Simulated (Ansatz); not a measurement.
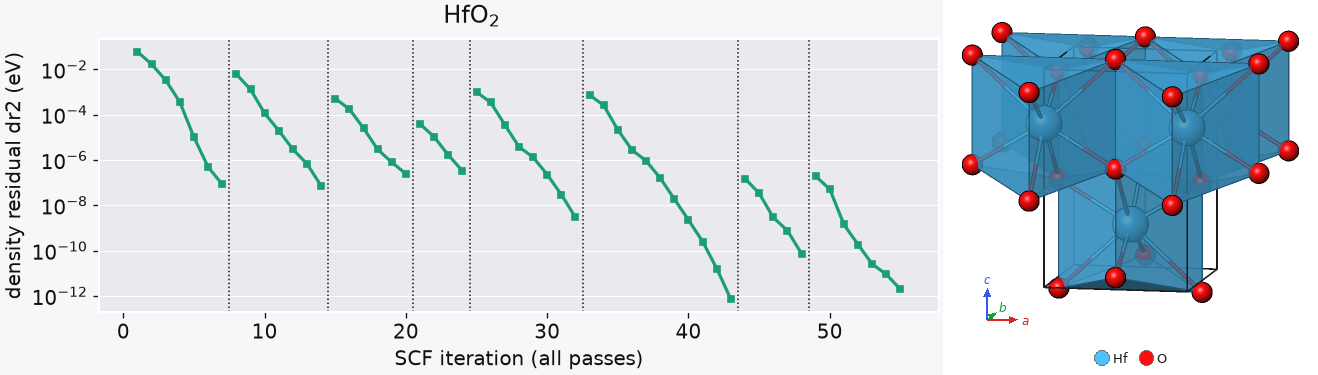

Beside the plot: the structure in its conventional cell.

The plot shows the SCF iterations of a calculation: density residual dr2. Each stretch between dotted lines is the SCF of one geometry step of a relaxation. The starting density is a sum of atomic densities corrected by a trained network. Pass 8 re-solves the same geometry on a plane-wave basis chosen afresh for the new cell.

HfO₂ (6 atoms in the cell), run with Ansatz.

```
crystal:
  lattice:
    - [3.4695196022, 0.0, 0.0]
    - [0.0, 3.6036505147, 0.0]
    - [0.0, 0.0, 5.2416940084]
  atoms:
    - { symbol: Hf, position: [0.5, 0.5, 0.4980141737] }
    - { symbol: Hf, position: [0.0, 0.0, 0.0019858263] }
    - { symbol: O, position: [0.0, 0.5, 0.6973752512] }
    - { symbol: O, position: [0.5, 0.0, 0.8026247488] }
    - { symbol: O, position: [0.5, 0.0, 0.3046245502] }
    - { symbol: O, position: [0.0, 0.5, 0.1953754498] }
basis:
  ecutwfc: 500
kpoints:
  mp_grid: { grid: [6, 6, 6] }
hamiltonian:
  xc: r2scan
scf:
  occupations: { method: gaussian, width: 0.02 }
  max_iter: 60
output:
  forces: true
  eigenvalues: true
  stress: true
relax:
  adjacent_minimum: "off"
  f_tol: 0.008
  max_steps: 40
  cell: { stress_tol: 0.015, fix: [a, angles] }
  max_displacement: 5.0
```

Launched with:
```bash
ansatz run input.yaml --threads 1 --pin off --max-ram 2560MiB --backend cpu --events-out ev --progress --plain --runs-dir out
```

Q: Did the calculation converge?

A: Converged, in 55 iterations in all. There are 8 passes, of 7, 7, 6, 4, 8, 11, 5 and 7 iterations. In pass 6, the residual falls at every step. The relaxation met its thresholds.

Q: Is anything amiss with this input?

A: The input holds an odd setting (relaxation steps far too long). The SCF closed; whether the result suffers can't be told from this run alone.
